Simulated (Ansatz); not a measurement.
System: FeO.

Input

```
crystal:
  lattice:
    - [3.0488587354, 0.0, 0.0]
    - [1.5215942087, 2.6823606015, 0.0]
    - [0.1382020491, 0.2344548864, 5.2676308955]
  atoms:
    - { symbol: Fe, position: [0.5, 0.5, 0.0], spin: 3.54 }
    - { symbol: Fe, position: [0.5, 0.5, 0.5], spin: -3.58 }
    - { symbol: O, position: [0.163763, 0.170933, 0.255701] }
    - { symbol: O, position: [0.836237, 0.829067, 0.744299] }
basis:
  ecutwfc: 420
kpoints:
  mp_grid: { grid: [16, 16, 8] }
hamiltonian:
  xc: pbesol
scf:
  occupations: { method: gaussian, width: 0.1 }
output:
  forces: true
  stress: true
  eigenvalues: true
  populations: true
  write_density: true
  write_potential: true
  elf: true
  volumetric_format: npy
magnetization:
  spin_polarized: true
```

Launched as:

```sh
ansatz run input.yaml --threads 1 --pin off --max-ram 2560MiB --backend cpu --events-out ev --progress --plain --runs-dir out
```

Below, planes, directions and counts refer to the conventional cell (a = 3.05 Å, b = 3.08 Å, c = 5.27 Å, α = 87.04°, β = 88.50°, γ = 60.44°).

Space group P-1; a structure from a database of computed crystals, not necessarily the ambient phase; computed pressure about −21 GPa in this cell; the SCF solution may not be the lowest one; the program warned that another magnetic order may lie lower; spin-polarised.

All numbers below come from Ansatz 0.2.0, DFT PBEsol, scalar-relativistic, plane waves, PAW.

**Predict the valence pseudo-density, electron localisation function and spin density between the atoms.**

Fe–O (2.17 Å): ρ at the midpoint is about 0.41 e/Å³; the ELF peaks at about 0.80 in the valence shell of O, 0.6 Å from its nucleus, and is about 0.15 at the midpoint (no shared electron pair shows on this line).
Fe–O (2.23 Å): ρ at the midpoint is about 0.36 e/Å³; the ELF peaks at about 0.80 in the valence shell of O, 0.6 Å from its nucleus, and is about 0.15 at the midpoint: no shared electron pair shows on this line.
The spin density sits on Fe: +3.2 μB and −3.2 μB in one cell of 4 atoms: ferrimagnetic (opposed moments on unlike sites) in this solution. The cell of the calculation (4 atoms) carries 0.1 μB of net spin moment.

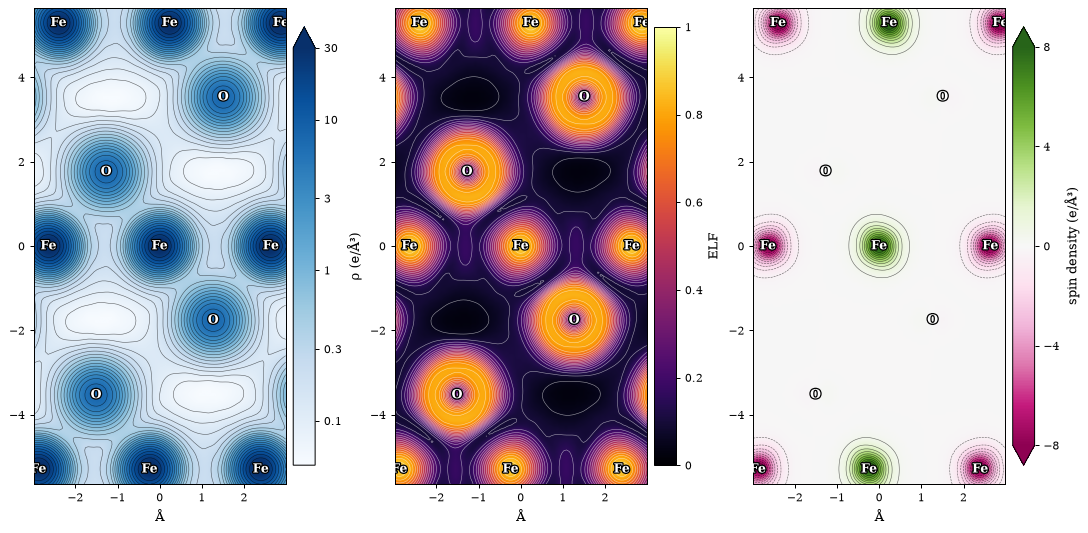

Computed valence pseudo-density, electron localisation function and spin density on the (11̄0) plane of the conventional cell, in this order. 

The density is the valence pseudo-density of a PAW calculation; it isn't the true density close to the nuclei.
